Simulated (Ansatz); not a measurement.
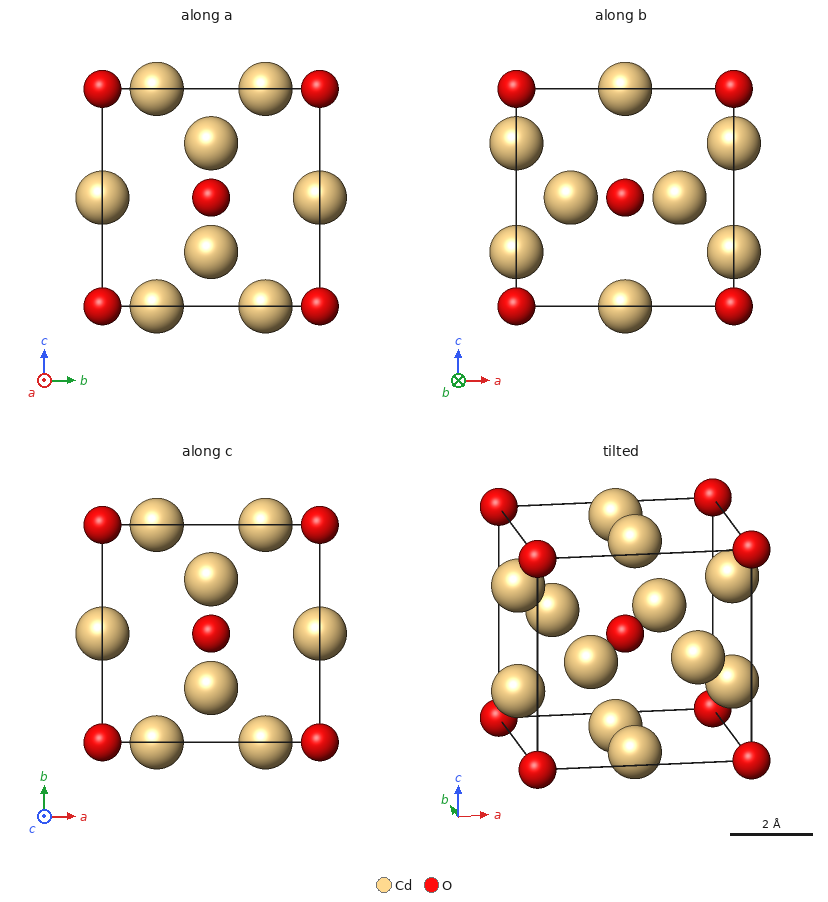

We look at a spheres-only model of the crystal along the a axis, along the b axis, along the c axis and slightly off an axis. The lines enclose the conventional unit cell; boundary atoms appear with their images.

Lattice parameters: a = 5.3320 Å, b = 5.3320 Å, c = 5.3320 Å, α = 90.000°, β = 90.000°, γ = 90.000°.

Reconstruct the structure as a CIF with its space group and independent sites.

```cif
data_structure
_symmetry_space_group_name_H-M 'P m -3 n'
_symmetry_Int_Tables_number 223
_cell_length_a 5.3320
_cell_length_b 5.3320
_cell_length_c 5.3320
_cell_angle_alpha 90.000
_cell_angle_beta 90.000
_cell_angle_gamma 90.000
_cell_volume 151.59
loop_
_atom_site_label
_atom_site_type_symbol
_atom_site_symmetry_multiplicity
_atom_site_Wyckoff_symbol
_atom_site_fract_x
_atom_site_fract_y
_atom_site_fract_z
_atom_site_occupancy
Cd1 Cd 6 c 0.0000 0.5000 0.2500 1
O1 O 2 a 0.0000 0.0000 0.0000 1
```

The model was built from a structure type filled with these elements by a generator (whether the compound takes this form wasn't checked). The picture shows the end point of a geometry optimisation with DFT PBE, scalar-relativistic, plane waves, PAW (Ansatz).
